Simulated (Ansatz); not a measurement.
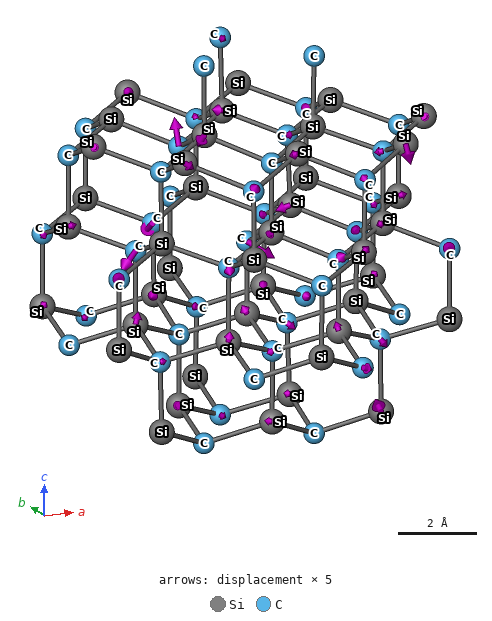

A relaxation of a defect cell of composition Si47C47. The starting structure is drawn; purple arrows show the displacements, 5 times their true length.

The picture is a ball-and-stick view of the atoms within 5.8 Å of the atom that moves most (axes of the cell of the calculation (origin shifted)), seen slightly off an axis.

Level of theory: Ansatz, DFT, PBEsol, PAW, plane waves. Set-up: plane-wave cutoff 420 eV; k-point mesh 1 × 1 × 1; mesh shifted by (0.25, 0.25, 0.25); collinear spin; atoms relaxed in a fixed cell; force threshold 0.03 eV/Å; at most 80 steps.

Which element moves most?

Answer. Carbon: up to 0.18 Å, against 0.12 Å for silicon.

Describe the change and its energy.

Answer. A C atom moves most: 0.18 Å along [3 −1 −2]. Largest moves by element: C 0.18 Å, Si 0.12 Å. The cell doesn't change. Near-neighbour distances that change, for instance: C–Si 1.963 → 1.818 Å, C–Si 1.939 → 1.806 Å, C–Si 1.909 → 1.801 Å, C–Si 1.981 → 1.887 Å. Among the angles between lasting bonds that change: C–Si–C 108.2° → 115.6°, C–Si–C 109.1° → 116.2°, Si–C–Si 111.3° → 104.7°. After 6 geometry steps the energy has fallen by 2.797 eV per cell of the calculation. Largest force component: 2.3 eV/Å at the start, 0.023 eV/Å at the end. The program noted that the starting moments weren't kept. The run took 12 s on 1 × NVIDIA GB300 Max-Q with 8 threads of Arm Neoverse-V2, peak memory 1.9 GiB.
